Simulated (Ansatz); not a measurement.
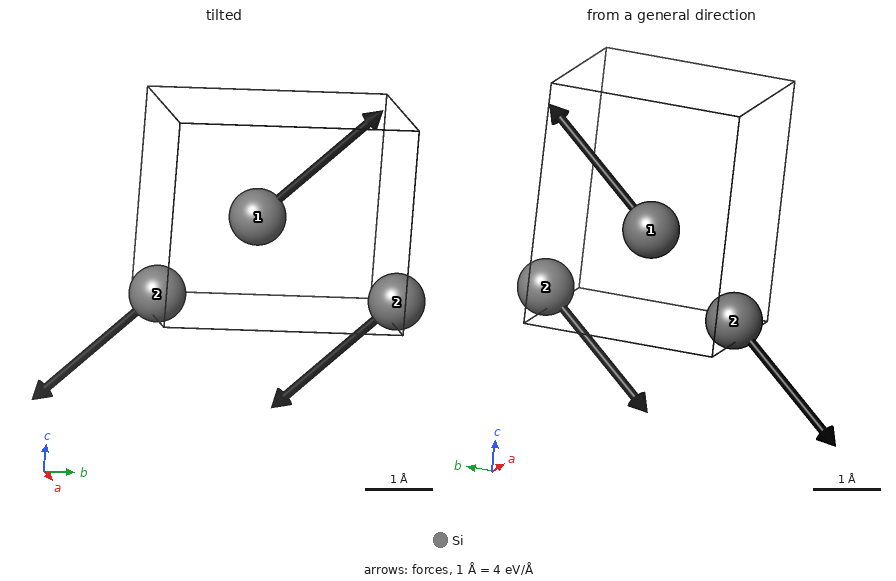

Spheres-only drawing of the structure, looking slightly off an axis and from a general direction. The cell (the run's own, in a reduced setting) is outlined; an atom on or near a face, edge or corner is repeated at each equivalent position. The arrows are the computed forces on the atoms.

System: Si. The calculation: DFT r2SCAN, scalar-relativistic, plane waves, PAW in Ansatz 0.2.0, with plane waves to 500 eV, k-points about 0.19 Å⁻¹ apart, Gaussian smearing of 0.15 eV, no spin polarisation.

Are the forces small enough to call this converged?

No. The atoms still feel forces of up to about 8.6 eV/Å, far above a usual threshold of 0.01 to 0.03 eV/Å.

Which atom has the biggest force on it?

Si1 and Si2, about 8.6 eV/Å.

Provenance: a structure listed in the Materials Project. The cell was then strained or its atoms displaced on purpose. It was run through Ansatz as a DFT input.
